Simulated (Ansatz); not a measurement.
**Run report: BN, geometry relaxation (part 2 of 2)**

BN (P6₃/mmc, 4 atoms in the cell); DFT r2SCAN, scalar-relativistic, plane waves, PAW, no spin polarisation (Ansatz 0.2.0); cutoff 500 eV, 12×12×4 k-mesh, Gaussian smearing of 0.02 eV. The structure derives from an entry of the Crystallography Open Database.

Geometry of the input (Å; fractional positions):
```
2.5040  0.0000  0.0000
-1.2520  2.1685  0.0000
0.0000  0.0000  6.6612
B  0.3333  0.6667  0.2500
B  0.6667  0.3333  0.7500
N  0.3333  0.6667  0.7500
N  0.6667  0.3333  0.2500
```

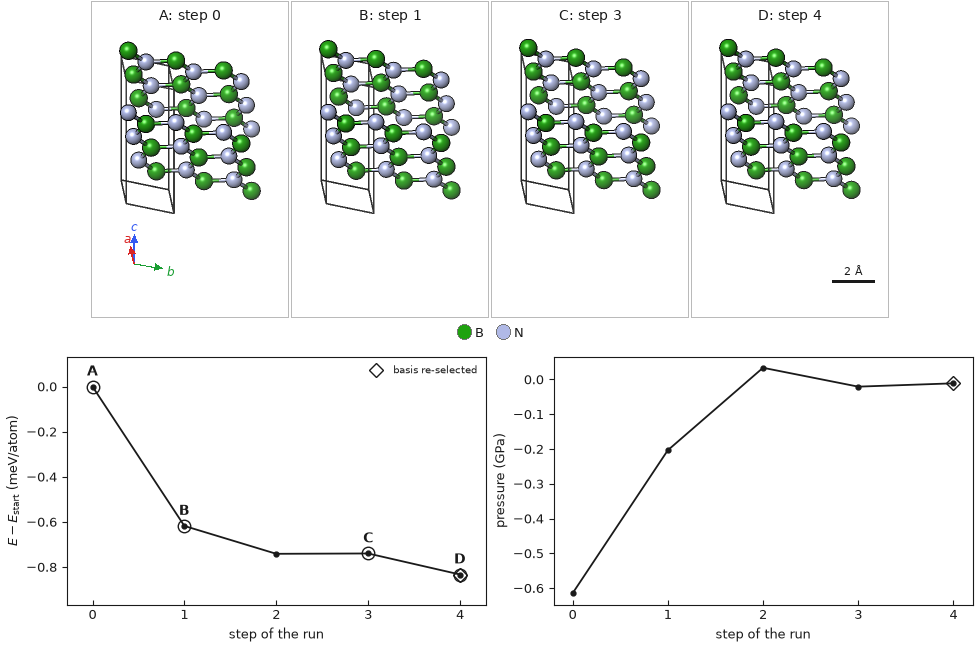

Figure 1. Frames of the relaxation (ball-and-stick view of the cell of the calculation, repeated 3 × 3 × 1, seen at an oblique angle) above the curves, on which the letters mark them (the first geometry is step 0 here and step 1 in the log).

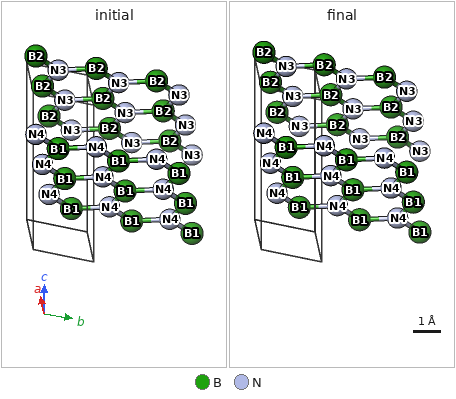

Figure 2. Before (left) and after (right) the relaxation, at one scale (ball-and-stick view of the cell of the calculation, repeated 3 × 3 × 1, seen at an oblique angle). No atom moves by more than 0.005 Å relative to the cell. Cell: a = b 2.504 → 2.501 Å (−0.1 %), c 6.661 → 6.874 Å (+3.2 %). Volume +2.9 %. The space group stays P6_3/mmc (No. 194). Over 3 geometry steps the energy falls by 0.7 meV per atom. All forces vanish by symmetry, so only the cell relaxes. The pressure goes from −0.61 to −0.01 GPa. A last SCF at the same geometry on a re-selected plane-wave basis shifts the energy by −0.1 meV per atom. (Atoms are counted from 1 in the order of the input.)

```
basis re-selected at this cell: Δ(F+E_penalty+E_count) = -3.732e-4 eV, ΔP = +0.010 GPa vs the last step (what re-selecting the basis moved, of the pressure what is left beyond the Pulay correction that the steps carried, after the strain that the cell walked since its last selection, with what the two solves' SCF thresholds leave and, on support functions, any second-order correction that the steps lacked; it is no measure of the basis error at this ecutwfc). The dense FFT grid was sized anew with the basis: this SCF ran on 20×20×54 points, the steps before it on 20×20×50, so part of this shift can come from that change (see relax.cell in the input reference). This SCF's stress stands 3.60e-2 GPa from its target on what of the cell is left free (relax.cell.stress_tol is 5.00e-2 GPa) and its largest allowed force component is 7.22e-16 eV/Å (relax.f_tol is 5.00e-3 eV/Å): within both
SCF converged after 4 iterations
Free energy (F): -1088.249245 eV
Harris-Foulkes:  -1088.249245 eV  (|F-HF|=2.28e-10)
Internal energy: -1088.249245 eV  (E = F + TS)
E sigma→0 (E₀):  -1088.249245 eV
Fermi energy:    6.581875 eV
--- Per-component energies (eV) ---
  E_band       = -53.349928
  E_kinetic    = 367.298525
  E_local      = -728.425204  (includes V_loc(G=0)·N_el)
  E_nonlocal   = 114.138937
  E_hartree    = 239.322298
  E_xc         = -182.001841
  E_vxc        = -252.427134  (∫ρ·V_xc dr)
  E_paw        = -419.679755  (= ΣΔE_a)
  E_vpaw       = -47.052386  (= ΣTr[D̂ρ^β])
  E_aug_tail   = 0.000040  (compensation charges beyond the density's cutoff)
  E_vtau       = 14.472770  (kinetic-family band-sum trace: ∫τ·v_τ [+ j·A + Jᵃ·Aᵃ] dr)
  E_ewald      = -478.806232
  E_core_change = -0.096013  (= ΣΔE_core)
  E_smearing   = -0.000000  (= −TS)
  E_closure    = -0.000000  (closes the sum)
  Σ components = -1088.249245   (vs F -1088.249245, Δ=0.00e0)
--- Forces (eV/Å), atoms counted from 1 ---
  atom   1  B     -0.00000000    -0.00000000    -0.00000000
  atom   2  B      0.00000000     0.00000000     0.00000000
  atom   3  N     -0.00000000    -0.00000000     0.00000000
  atom   4  N      0.00000000     0.00000000    -0.00000000
  max |Σ_I F_I| component: 3.70e-16 eV/Å
--- Stress (GPa, compression-positive) ---
       -0.034527       0.000000       0.000000
       -0.000000      -0.034527       0.000000
        0.000000       0.000000       0.035963
  P = ⅓ Tr σ = -0.0110 GPa (-0.110 kbar)
--- Band table (eV; the first three rows and the last of 57) ---
  k-point 0: bands = ["-14.6440", "-14.4226", "-2.1224", "-0.2834", "2.7914", "2.7914", "2.8185", "2.8185", "9.5330", "14.7403", "16.5544", "16.5544"]
  k-point 1: bands = ["-14.6128", "-14.4564", "-1.8955", "-0.6100", "2.7954", "2.7954", "2.8145", "2.8145", "10.1949", "13.7081", "16.5687", "16.5687"]
  k-point 2: bands = ["-14.5359", "-14.5359", "-1.3001", "-1.3001", "2.8050", "2.8050", "2.8050", "2.8050", "11.8274", "11.8274", "16.6036", "16.6036"]
  k-point 56: bands = ["-10.7596", "-10.7596", "-4.0171", "-4.0171", "-3.3397", "-3.3397", "4.1381", "4.1381", "9.4497", "9.4497", "16.6793", "16.6793"]
--- Relaxed structure (4 steps of the walk, 4 accepted, 1 SCFs on fresh bases) ---
  F+E_penalty+E_count = -1088.24924470 eV   max|allowed force component| = 7.216e-16 eV/Å   (the final SCF, on the basis selected at the relaxed cell)
  cell:  # Å, volume = 37.2365 Å³
    - [2.500975312486022, 2.883269757725825e-11, 0.0]
    - [-1.250487656267981, 2.165908154836204, 0.0]
    - [0.0, 0.0, 6.874161665412746]
  atoms:
    - { symbol: B, position: [0.3333333333333333, 0.6666666666666665, 0.25] }
    - { symbol: B, position: [0.6666666666666665, 0.33333333333333326, 0.75] }
    - { symbol: N, position: [0.3333333333333333, 0.6666666666666665, 0.75] }
    - { symbol: N, position: [0.6666666666666665, 0.33333333333333326, 0.25] }
```

## Trajectory as extended XYZ (Å, eV, eV/Å), 5 frames, from step=1 to step=5
```
4
Lattice="2.5040 0.0000 0.0000 -1.2520 2.1685 0.0000 0.0000 0.0000 6.6612" Properties=species:S:1:pos:R:3:forces:R:3 step=1 energy=-1088.24591 pressure_GPa=-0.61
B     0.0000    1.4457    1.6653    0.0000   0.0000   0.0000
B     1.2520    0.7228    4.9959    0.0000   0.0000   0.0000
N     0.0000    1.4457    4.9959    0.0000   0.0000   0.0000
N     1.2520    0.7228    1.6653    0.0000   0.0000   0.0000
4
Lattice="2.5020 0.0000 0.0000 -1.2510 2.1668 0.0000 0.0000 0.0000 6.7770" Properties=species:S:1:pos:R:3:forces:R:3 step=2 energy=-1088.24838 pressure_GPa=-0.20
B     0.0000    1.4445    1.6943    0.0000   0.0000   0.0000
B     1.2510    0.7223    5.0828    0.0000   0.0000   0.0000
N     0.0000    1.4445    5.0828    0.0000   0.0000   0.0000
N     1.2510    0.7223    1.6943    0.0000   0.0000   0.0000
4
Lattice="2.5008 0.0000 0.0000 -1.2504 2.1658 0.0000 0.0000 0.0000 6.8580" Properties=species:S:1:pos:R:3:forces:R:3 step=3 energy=-1088.24888 pressure_GPa=0.03
B     0.0000    1.4439    1.7145    0.0000   0.0000   0.0000
B     1.2504    0.7219    5.1435    0.0000   0.0000   0.0000
N     0.0000    1.4439    5.1435    0.0000   0.0000   0.0000
N     1.2504    0.7219    1.7145    0.0000   0.0000   0.0000
4
Lattice="2.5010 0.0000 0.0000 -1.2505 2.1659 0.0000 0.0000 0.0000 6.8742" Properties=species:S:1:pos:R:3:forces:R:3 step=4 energy=-1088.24887 pressure_GPa=-0.02
B     0.0000    1.4439    1.7185    0.0000   0.0000   0.0000
B     1.2505    0.7220    5.1556    0.0000   0.0000   0.0000
N     0.0000    1.4439    5.1556    0.0000   0.0000   0.0000
N     1.2505    0.7220    1.7185    0.0000   0.0000   0.0000
4
Lattice="2.5010 0.0000 0.0000 -1.2505 2.1659 0.0000 0.0000 0.0000 6.8742" Properties=species:S:1:pos:R:3:forces:R:3 step=5 energy=-1088.24924 pressure_GPa=-0.01
B     0.0000    1.4439    1.7185    0.0000   0.0000   0.0000
B     1.2505    0.7220    5.1556    0.0000   0.0000   0.0000
N     0.0000    1.4439    5.1556    0.0000   0.0000   0.0000
N     1.2505    0.7220    1.7185    0.0000   0.0000   0.0000
```

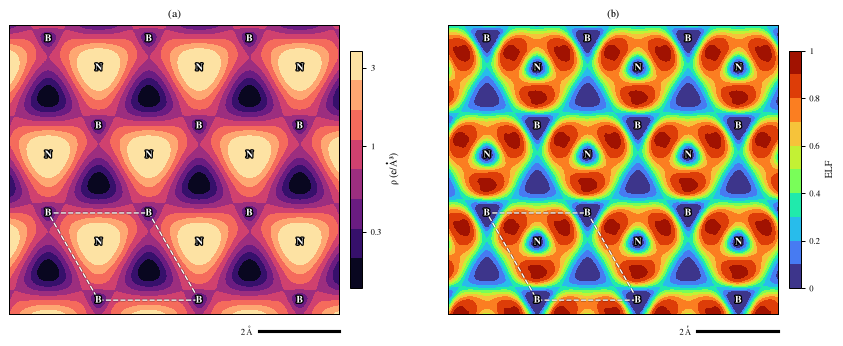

Figure 3. (a) valence pseudo-density; (b) electron localisation function on the (001) plane of the conventional cell. The section cuts through B and N sites. B–N (1.44 Å): ρ at the midpoint is about 1.8 e/Å³; the ELF peaks at about 0.95 between the atoms (a shared but strongly polarised pair). Away from the nuclei the density in this plane falls to 0.14 e/Å³ at its lowest. The fields are those of the smooth PAW valence density.

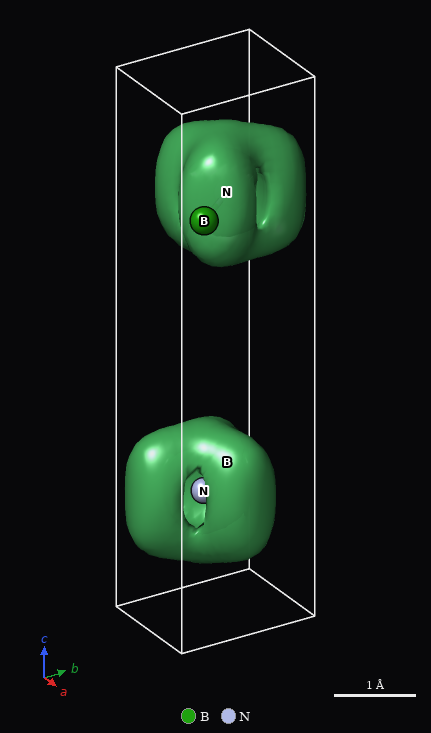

Figure 4. Isosurface of the electron localisation function at 0.75 (green), seen slightly off an axis. Only the valence region is drawn (cores and ρ < 0.01 e/Å³ removed). Sticks mark near contacts. The outline is the cell set on symmetry axes. Along the contacts the grid gives the following.
